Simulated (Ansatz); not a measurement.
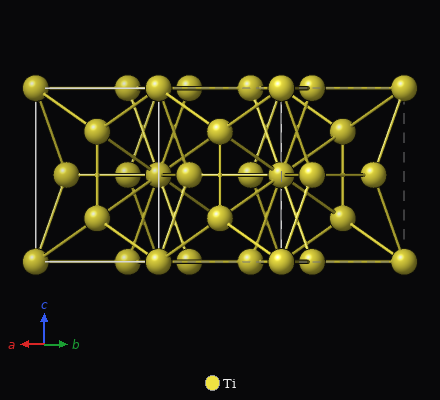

The structure, seen along [110]; the drawing may span several cells.

Given this structure, coordinates from a relaxation with DFT, RPBE, plane waves (420 eV) with PAW, scalar-relativistic (Ansatz 0.2.0); the starting structure was generated, so it need not be a known form of this composition, written in its standard cell:

Space group Pm-3n (No. 223). a = 5.250 Å, b = 5.250 Å, c = 5.250 Å, α = 90.00°, β = 90.00°, γ = 90.00°
| atom | site | symmetry | x | y | z |
| --- | --- | --- | --- | --- | --- |
| Ti | 2a | m-3. | 0.0000 | 0.0000 | 0.0000 |
| Ti | 6c | -4m.2 | 0.2500 | 0.0000 | 0.5000 |

**What does the kinematic electron diffraction pattern along [110] look like at 200 kV (B = 0.3 Å²)?**

The spots form a rectangular net whose two shortest vectors correspond to d = 3.71 Å and 2.63 Å, 90.0° apart. They are 1 -1 0 (itself too weak to see) and 0 0 2. The pattern has symmetry 2mm. A glide plane extinguishes reflections such as 1 -1 -1, 1 -1 1, 2 -2 -1; a screw axis and a glide plane both extinguish reflections such as 0 0 1, 0 0 3, 0 0 5; reflections such as 1 -1 0, 2 -2 0, 1 -1 -4 are allowed but too weak to see at this display level.

Strongest reflections with d > 0.91 Å, one of each family (|F|² from tabulated Gaussian fits of the electron scattering factors, times a small damping for the curvature of the Ewald sphere):

```json
{"hkl": "0 0 2", "d (Å)": "2.625", "I (strongest = 100)": "100"}
{"hkl": "0 0 4", "d (Å)": "1.313", "I (strongest = 100)": "84"}
{"hkl": "1 -1 2", "d (Å)": "2.143", "I (strongest = 100)": "66"}
{"hkl": "2 -2 2", "d (Å)": "1.516", "I (strongest = 100)": "30"}
{"hkl": "4 -4 0", "d (Å)": "0.928", "I (strongest = 100)": "29"}
{"hkl": "3 -3 2", "d (Å)": "1.119", "I (strongest = 100)": "13"}
```

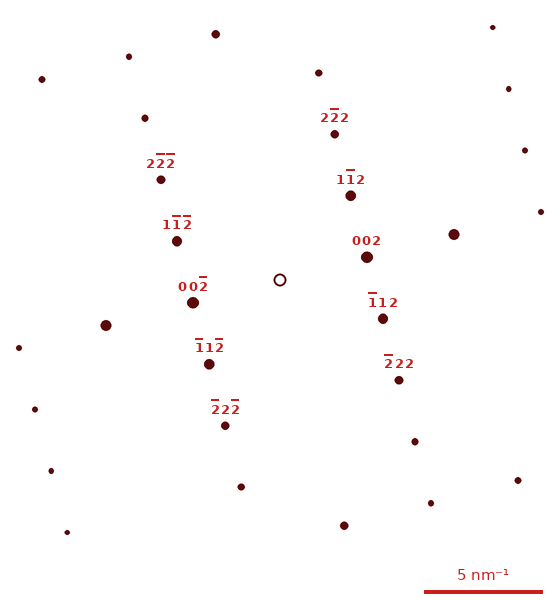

Calculated pattern, seen from the source side with [110] pointing towards the source.
